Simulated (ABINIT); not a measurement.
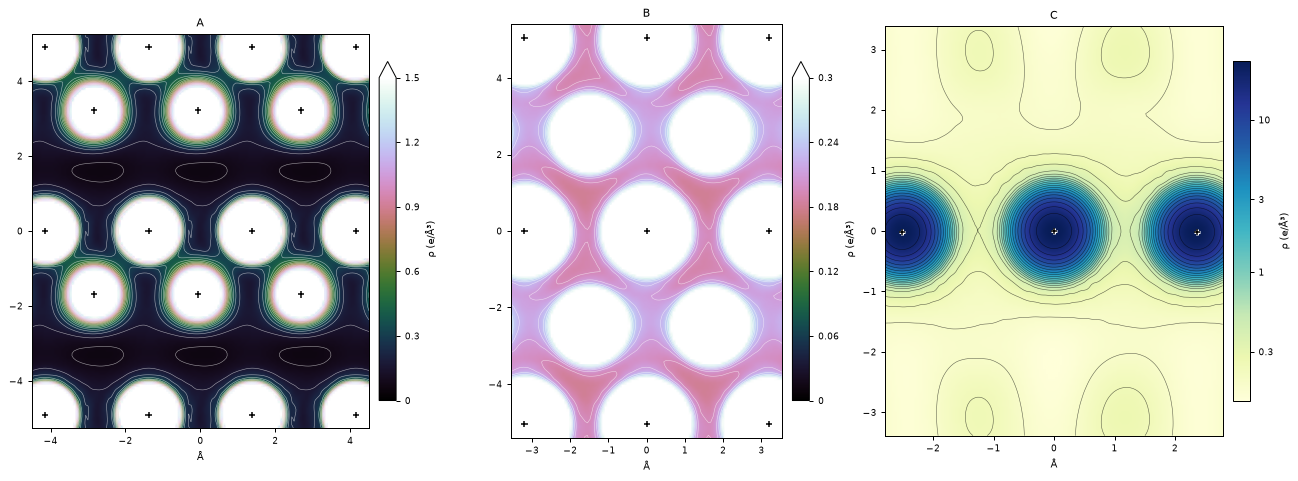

The valence pseudo-density of 3 systems, each on a plane through atoms (crosses mark nuclei in the plane).

Method: Kohn-Sham DFT of a periodic cell, PBE, JTH PAW PBE v2.0 (ABINIT).

System 1: Hf, the (010) plane of the conventional cell. Space group P-1; not relaxed (largest force 0.6 eV/Å).

```xyz
2
Lattice="3.1967 0.0000 0.0000 -1.5983 2.7684 0.0000 0.0000 0.0000 5.0578" Properties=species:S:1:pos:R:3 pbc="T T T"
Hf   -0.0448    1.6812    1.2510
Hf    1.6432    1.0872    3.8068
```

System 2: CuO, the (011) plane of the conventional cell. Space group P1; a generated structure, not necessarily the stable one; built by placing these elements on a known structure type.

```cif
data_structure
_symmetry_space_group_name_H-M 'P 1'
_symmetry_Int_Tables_number 1
_cell_length_a 2.7681
_cell_length_b 2.8363
_cell_length_c 2.8363
_cell_angle_alpha 120.000
_cell_angle_beta 90.000
_cell_angle_gamma 90.000
_cell_volume 19.29
loop_
_atom_site_label
_atom_site_type_symbol
_atom_site_fract_x
_atom_site_fract_y
_atom_site_fract_z
_atom_site_occupancy
Cu1 Cu 0.01911 0.99540 0.98814 1
O1 O 0.49239 0.67216 0.35472 1
```

System 3: Al₂Cu, the (011) plane of the conventional cell. Space group P1; not relaxed (largest force 0.7 eV/Å).

```yaml
crystal:
  lattice:
    - [0.00000, 0.00000, 4.87700]
    - [-3.03350, 3.03350, 2.43850]
    - [-3.03350, -3.03350, 2.43850]
  atoms:
    - { symbol: Cu, position: [0.25217, 0.00391, 0.00154] }
    - { symbol: Cu, position: [0.73336, 0.00471, 0.00792] }
    - { symbol: Al, position: [0.16392, 0.18324, 0.50886] }
    - { symbol: Al, position: [0.34759, 0.50142, 0.79665] }
    - { symbol: Al, position: [0.82981, 0.81979, 0.50340] }
    - { symbol: Al, position: [0.66648, 0.49388, 0.17350] }
```

Match each panel to its system.

Panel A is system 2, CuO: the plane holds Cu and O. Cu–O (2.14 Å): ρ is about 0.4 e/Å³ halfway. Panel B is system 1, Hf: the plane holds Hf. Panel C is system 3, Al₂Cu: the plane holds Cu. Cu–Cu (2.36 Å): the density is about 0.39 e/Å³ at the midpoint.
